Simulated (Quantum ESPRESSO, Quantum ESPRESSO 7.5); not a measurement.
## MgS, rock salt type, strained in the (001) plane: a series in biaxial strain in the plane

What law, if any, do the results for MgS, rock salt type, strained in the (001) plane follow against biaxial strain in the plane?

Calculated with Quantum ESPRESSO 7.5; plane-wave DFT, PBE, GBRV ultrasoft pseudopotentials.

The structure was built from a prototype and need not be the compound's stable phase.

### Step 1. Starting point

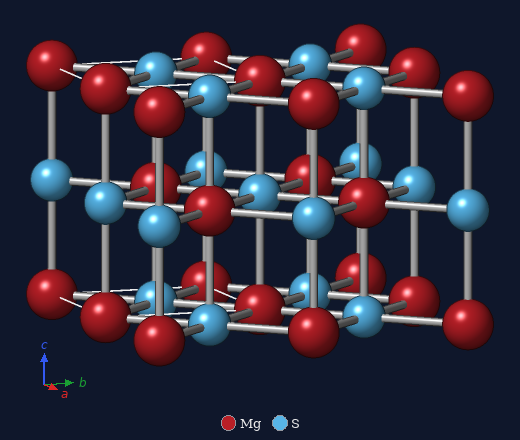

Start, viewed from the side, with the c axis up; magnesium red, sulfur blue. 2×2×1 cells are drawn. Some periodic images of atoms are drawn too.

Structure file:

```cif
data_structure
_symmetry_space_group_name_H-M 'P 1'
_symmetry_Int_Tables_number 1
_cell_length_a 3.6982
_cell_length_b 3.6982
_cell_length_c 5.2300
_cell_angle_alpha 90.000
_cell_angle_beta 90.000
_cell_angle_gamma 90.000
_cell_volume 71.53
loop_
_atom_site_label
_atom_site_type_symbol
_atom_site_fract_x
_atom_site_fract_y
_atom_site_fract_z
_atom_site_occupancy
Mg1 Mg 0.00000 0.00000 0.00000 1
S2 S 0.50000 0.50000 0.00000 1
Mg3 Mg 0.50000 0.50000 0.50000 1
S4 S 0.00000 0.00000 0.50000 1
```

Set-up: The cubic cell is relaxed first; each member is held at its strain in the plane while the axis along [001] relaxes. pwcond (ikind = 0) gives the complex bands along [001] at three points across. Fixed occupations.

Members -2, -1, 0, 1 and 2 took the same steps and show in the table alone.

### Step 2. Variable-cell relaxation of the reference

The bulk crystal is relaxed in cell and atoms; the members are built on its lattice constants.

File ref.vc.in:

```
&control
  prefix = 'ref.vc'
  outdir = './out'
  pseudo_dir = './pseudo'
  nstep = 40
  forc_conv_thr = 0.001
  calculation = 'vc-relax'
/
&system
  ibrav = 0
  nat = 4
  ntyp = 2
  ecutwfc = 50
  ecutrho = 250
  occupations = 'fixed'
/
&electrons
  conv_thr = 1e-10
  mixing_beta = 0.6
  electron_maxstep = 120
/
&ions
/
&cell
  press_conv_thr = 0.2
/
ATOMIC_SPECIES
  Mg  24.3050  mg_pbe_v1.4.uspp.F.UPF
  S   32.0600  s_pbe_v1.4.uspp.F.UPF
CELL_PARAMETERS angstrom
  3.69816846560564 0.00000000000000 0.00000000000000
  0.00000000000000 3.69816846560564 0.00000000000000
  0.00000000000000 0.00000000000000 5.23000000000000
ATOMIC_POSITIONS crystal
  Mg  0.000000000000 0.000000000000 0.000000000000
  S   0.500000000000 0.500000000000 0.000000000000
  Mg  0.500000000000 0.500000000000 0.500000000000
  S   0.000000000000 0.000000000000 0.500000000000
K_POINTS automatic
  6 6 6 0 0 0
```

The run is started by

```bash
$ OMP_NUM_THREADS=1 mpirun -n 4 pw.x -nk 4 -in ref.vc.in > ref.vc.out
```

Output:

```text
Program PWSCF v.7.5 starts
[citation notice left out]

     Parallel version (MPI & OpenMP), running on       4 processor cores
     Number of MPI processes:                 4
     Threads/MPI process:                     1

     MPI processes distributed on     1 nodes
[...]
Current dimensions of program PWSCF are:
     Max number of different atomic species (ntypx) = 10
     Max number of k-points (npk) =  40000
     Max angular momentum in pseudopotentials (lmaxx) =  4
     Found identity + ( -0.5000 -0.5000 -0.5000) symmetry
     This is a supercell, fractional translations are disabled
     Message from routine setup:
     using ibrav=0 with symmetry is DISCOURAGED, use correct ibrav instead

     K-points division:     npool     =       4
     Subspace diagonalization in iterative solution of the eigenvalue problem:
     a serial algorithm will be used

     G-vector sticks info
     --------------------
     sticks:   dense  smooth     PW     G-vecs:    dense   smooth      PW
     Sum         973     777    241                32221    23149    3841

     Using Slab Decomposition

     bravais-lattice index     =            0
     lattice parameter (alat)  =       6.9885  a.u.
     unit-cell volume          =     482.6937 (a.u.)^3
     number of atoms/cell      =            4
     number of atomic types    =            2
     number of electrons       =        32.00
     number of Kohn-Sham states=           16
     kinetic-energy cutoff     =      50.0000  Ry
     charge density cutoff     =     250.0000  Ry
     scf convergence threshold =      1.0E-10
     mixing beta               =       0.6000
     number of iterations used =            8  plain     mixing
     energy convergence thresh.=      1.0E-04
     force convergence thresh. =      1.0E-03
     press convergence thresh. =      2.0E-01
     Exchange-correlation=  SLA  PW   PBX  PBC
                           (   1   4   3   4   0   0   0)
     nstep                     =           40

     celldm(1)=   6.988526  celldm(2)=   0.000000  celldm(3)=   0.000000
     celldm(4)=   0.000000  celldm(5)=   0.000000  celldm(6)=   0.000000

     crystal axes: (cart. coord. in units of alat)
               a(1) = (   1.000000   0.000000   0.000000 )
               a(2) = (   0.000000   1.000000   0.000000 )
               a(3) = (   0.000000   0.000000   1.414214 )

     reciprocal axes: (cart. coord. in units 2 pi/alat)
               b(1) = (  1.000000  0.000000  0.000000 )
               b(2) = (  0.000000  1.000000  0.000000 )
               b(3) = (  0.000000  0.000000  0.707107 )

     PseudoPot. # 1 for Mg read from file:
     ./pseudo/mg_pbe_v1.4.uspp.F.UPF
     Pseudo is Ultrasoft, Zval = 10.0
     Generated by new atomic code, or converted to UPF format
     Using radial grid of  821 points,  7 beta functions with:
                l(1) =   0
                l(2) =   0
                l(3) =   0
                l(4) =   1
                l(5) =   1
                l(6) =   2
                l(7) =   2
     Q(r) pseudized with  8 coefficients,  rinner =    1.200   1.200   1.200
                                                       1.200   1.200

     PseudoPot. # 2 for S  read from file:
     ./pseudo/s_pbe_v1.4.uspp.F.UPF
     Pseudo is Ultrasoft + core correction, Zval =  6.0
     Generated by new atomic code, or converted to UPF format
     Using radial grid of  907 points,  6 beta functions with:
                l(1) =   0
                l(2) =   0
                l(3) =   1
                l(4) =   1
                l(5) =   2
                l(6) =   2
     Q(r) pseudized with  8 coefficients,  rinner =    1.300   1.300   1.300
                                                       1.300   1.300

     atomic species   valence    mass     pseudopotential
     Mg               10.00    24.30500     Mg( 1.00)
     S                 6.00    32.06000     S ( 1.00)

     16 Sym. Ops., with inversion, found

   Cartesian axes

     site n.     atom                  positions (alat units)
         1        Mg     tau(   1) = (   0.0000000   0.0000000   0.0000000  )
         2        S      tau(   2) = (   0.5000000   0.5000000   0.0000000  )
         3        Mg     tau(   3) = (   0.5000000   0.5000000   0.7071068  )
         4        S      tau(   4) = (   0.0000000   0.0000000   0.7071068  )

     number of k points=    40
                       cart. coord. in units 2pi/alat
        k(    1) = (   0.0000000   0.0000000   0.0000000), wk =   0.0092593
        k(    2) = (   0.0000000   0.0000000   0.1178511), wk =   0.0185185
        k(    3) = (   0.0000000   0.0000000   0.2357023), wk =   0.0185185
        k(    4) = (   0.0000000   0.0000000  -0.3535534), wk =   0.0092593
        k(    5) = (   0.0000000   0.1666667   0.0000000), wk =   0.0370370
        k(    6) = (   0.0000000   0.1666667   0.1178511), wk =   0.0740741
        k(    7) = (   0.0000000   0.1666667   0.2357023), wk =   0.0740741
        k(    8) = (   0.0000000   0.1666667  -0.3535534), wk =   0.0370370
        k(    9) = (   0.0000000   0.3333333   0.0000000), wk =   0.0370370
        k(   10) = (   0.0000000   0.3333333   0.1178511), wk =   0.0740741
[...]
k(   40) = (  -0.5000000  -0.5000000  -0.3535534), wk =   0.0092593

     Dense  grid:    32221 G-vectors     FFT dimensions: (  36,  36,  50)

     Smooth grid:    23149 G-vectors     FFT dimensions: (  32,  32,  45)

     Estimated max dynamical RAM per process >      63.75 MB

     Estimated total dynamical RAM >     231.41 MB

     Initial potential from superposition of free atoms

     starting charge      31.3995, renormalised to      32.0000
     Starting wfcs are   18 randomized atomic wfcs

     total cpu time spent up to now is        2.8 secs

     per-process dynamical memory:    53.8 Mb

     Self-consistent Calculation

     iteration #  1     ecut=    50.00 Ry     beta= 0.60
     Davidson diagonalization with overlap
     ethr =  1.00E-02,  avg # of iterations =  2.0

     total cpu time spent up to now is        3.8 secs

     total energy              =    -299.16088150 Ry
     estimated scf accuracy    <       0.37007460 Ry

     iteration #  2     ecut=    50.00 Ry     beta= 0.60
[...]
total energy              =    -299.26529844 Ry
     estimated scf accuracy    <       0.02840705 Ry

     iteration #  3     ecut=    50.00 Ry     beta= 0.60
[...]
total energy              =    -299.26729572 Ry
     estimated scf accuracy    <       0.00253044 Ry

[...]
enthalpy           new  =    -299.2677837072 Ry

     CASE: enthalpy          _new < enthalpy          _old

     new trust radius        =       0.0013862450 bohr
     new conv_thr            =            1.0E-12 Ry

     new unit-cell volume =    482.11872 a.u.^3 (    71.44262 Ang^3 )
     density =      2.62018 g/cm^3

CELL_PARAMETERS (angstrom)
   3.696937130   0.000000000   0.000000000
   0.000000000   3.696937130   0.000000000
   0.000000000   0.000000000   5.227249946

ATOMIC_POSITIONS (crystal)
Mg               0.0000000000        0.0000000000        0.0000000000
S                0.5000000000        0.5000000000        0.0000000000
Mg               0.5000000000        0.5000000000        0.5000000000
S                0.0000000000        0.0000000000        0.5000000000

[...]
NEW-OLD atomic charge density approx. for the potential
     New effective cutoffs (rho, wfc):  250.00   50.04

     total cpu time spent up to now is       27.7 secs

     per-process dynamical memory:    75.7 Mb

     Self-consistent Calculation

     iteration #  1     ecut=    50.00 Ry     beta= 0.60
     Davidson diagonalization with overlap
     ethr =  1.00E-06,  avg # of iterations =  2.0

     Threshold (ethr) on eigenvalues was too large:
     Diagonalizing with lowered threshold

     Davidson diagonalization with overlap
     ethr =  9.19E-11,  avg # of iterations =  4.8

     total cpu time spent up to now is       30.0 secs

     total energy              =    -299.26778455 Ry
     estimated scf accuracy    <       0.00000003 Ry

[...]
iteration #  6     ecut=    50.00 Ry     beta= 0.60
[...]
End of self-consistent calculation

[...]
highest occupied level (ev):     6.0747

!    total energy              =    -299.26778456 Ry
     estimated scf accuracy    <          7.2E-13 Ry

     The total energy is the sum of the following terms:
     one-electron contribution =    -198.27617294 Ry
     hartree contribution      =     102.67051252 Ry
     xc contribution           =     -50.95778045 Ry
     ewald contribution        =    -152.70434368 Ry

     convergence has been achieved in   6 iterations

     Forces acting on atoms (cartesian axes, Ry/au):

     atom    1 type  1   force =     0.00000000    0.00000000    0.00000000
     atom    2 type  2   force =     0.00000000    0.00000000    0.00000000
     atom    3 type  1   force =     0.00000000    0.00000000    0.00000000
     atom    4 type  2   force =     0.00000000    0.00000000    0.00000000

     Total force =     0.000000     Total SCF correction =     0.000000

     Computing stress (Cartesian axis) and pressure

          total   stress  (Ry/bohr**3)                   (kbar)     P=       -0.08
  -0.00000009   0.00000000   0.00000000           -0.01        0.00        0.00
   0.00000000  -0.00000009   0.00000000            0.00       -0.01        0.00
   0.00000000   0.00000000  -0.00000148            0.00        0.00       -0.22

     Energy error            =      8.5E-07 Ry
     Gradient error          =      0.0E+00 Ry/Bohr
     Cell gradient error     =      2.2E-01 kbar

     number of scf cycles    =   3
     number of bfgs steps    =   2

     enthalpy           old  =    -299.2677837072 Ry
     enthalpy           new  =    -299.2677845558 Ry

     CASE: enthalpy          _new < enthalpy          _old

     new trust radius        =       0.0003606299 bohr
     new conv_thr            =            1.0E-12 Ry

     new unit-cell volume =    482.05456 a.u.^3 (    71.43312 Ang^3 )
     density =      2.62053 g/cm^3

CELL_PARAMETERS (angstrom)
   3.696842904   0.000000000   0.000000000
   0.000000000   3.696842904   0.000000000
   0.000000000   0.000000000   5.226820679

ATOMIC_POSITIONS (crystal)
Mg               0.0000000000        0.0000000000        0.0000000000
S                0.5000000000        0.5000000000        0.0000000000
Mg               0.5000000000        0.5000000000        0.5000000000
S                0.0000000000        0.0000000000        0.5000000000

[...]
NEW-OLD atomic charge density approx. for the potential
     New effective cutoffs (rho, wfc):  250.03   50.05

     total cpu time spent up to now is       36.7 secs

     per-process dynamical memory:    75.7 Mb

[...]
!    total energy              =    -299.26778459 Ry
[...]
Total force =     0.000000     Total SCF correction =     0.000000
[...]
Self-consistent Calculation

     iteration #  1     ecut=    50.00 Ry     beta= 0.60
     Davidson diagonalization with overlap
     ethr =  1.00E-06,  avg # of iterations =  7.8

     total cpu time spent up to now is       46.4 secs

     total energy              =    -299.19011571 Ry
     estimated scf accuracy    <       0.33696491 Ry

[...]
iteration # 14     ecut=    50.00 Ry     beta= 0.60
[...]
End of self-consistent calculation

          k = 0.0000 0.0000 0.0000 (  2887 PWs)   bands (ev):

   -68.6910 -68.6906 -35.4599 -35.4569 -35.4569 -35.4546 -35.4546 -35.4545
    -6.5091  -4.8816   1.9665   4.4288   4.4288   6.0751   6.0763   6.0763

          k = 0.0000 0.0000 0.1179 (  2878 PWs)   bands (ev):

   -68.6909 -68.6906 -35.4596 -35.4567 -35.4567 -35.4549 -35.4548 -35.4548
    -6.4203  -5.0196   2.1690   4.5134   4.5134   5.5571   5.9265   5.9265

          k = 0.0000 0.0000 0.2358 (  2870 PWs)   bands (ev):

   -68.6908 -68.6907 -35.4586 -35.4563 -35.4563 -35.4559 -35.4552 -35.4552
    -6.1666  -5.3677   2.7303   4.5558   4.7577   4.7577   5.5588   5.5588

          k = 0.0000 0.0000-0.3538 (  2854 PWs)   bands (ev):

   -68.6907 -68.6907 -35.4573 -35.4573 -35.4557 -35.4557 -35.4557 -35.4557
    -5.7898  -5.7898   3.5583   3.5583   5.1291   5.1291   5.1291   5.1291

          k = 0.0000 0.1667 0.0000 (  2870 PWs)   bands (ev):

   -68.6909 -68.6906 -35.4595 -35.4575 -35.4566 -35.4555 -35.4548 -35.4547
    -6.3340  -4.8682   2.1875   3.5593   4.5737   4.9848   5.7609   6.0382

          k = 0.0000 0.1667 0.1179 (  2875 PWs)   bands (ev):

   -68.6909 -68.6906 -35.4594 -35.4572 -35.4565 -35.4561 -35.4548 -35.4547
    -6.2504  -4.9851   2.2386   3.8051   4.4666   4.6522   5.9120   5.9124

[...]
highest occupied level (ev):     6.0763

!    total energy              =    -299.26778214 Ry
     estimated scf accuracy    <          6.1E-13 Ry

     The total energy is the sum of the following terms:
     one-electron contribution =    -198.26588850 Ry
     hartree contribution      =     102.66724455 Ry
     xc contribution           =     -50.95802055 Ry
     ewald contribution        =    -152.71111764 Ry

     convergence has been achieved in  14 iterations

     Forces acting on atoms (cartesian axes, Ry/au):

     atom    1 type  1   force =     0.00000000    0.00000000    0.00000000
     atom    2 type  2   force =     0.00000000    0.00000000    0.00000000
     atom    3 type  1   force =     0.00000000    0.00000000    0.00000000
     atom    4 type  2   force =     0.00000000    0.00000000    0.00000000

     Total force =     0.000000     Total SCF correction =     0.000000

     Computing stress (Cartesian axis) and pressure

          total   stress  (Ry/bohr**3)                   (kbar)     P=        0.01
   0.00000042   0.00000000   0.00000000            0.06        0.00        0.00
   0.00000000   0.00000042   0.00000000            0.00        0.06        0.00
   0.00000000   0.00000000  -0.00000060            0.00        0.00       -0.09

[...]
=------------------------------------------------------------------------------=
   JOB DONE.
=------------------------------------------------------------------------------=
```

Elapsed: 64 s, on 4 MPI ranks of Intel Xeon Platinum 8259CL at 2.50GHz (Skylake/Cascade Lake), shared host; peak memory 0.43 GiB.

Little changed from the start: no atom moved by 0.005 Å and no cell edge by 0.1 %.

 The last row is no step: it is a fresh SCF in the final cell with a new plane-wave basis, +0 meV from the row before.

This step gave:

- free energy: -4071.7456 eV
- valence top, on the run's zero: 6.076 eV

[end of part 1 of 6]

[Logs are printed without paths, hosts, clocks, repeated set-up lines and the standing remarks that a program may print on its own settings, such as how far it seeks lower states.]

[Hosts, paths, dates, database ids (printed as entryN), source tags and the programs' standing remarks are cut or masked in the printed files.]

[Maps of the electrostatic potential energy from Ansatz leave out the sawtooth potential of an applied field or a dipole correction, so their vacuum need not be flat; planar profiles and work functions include it.]
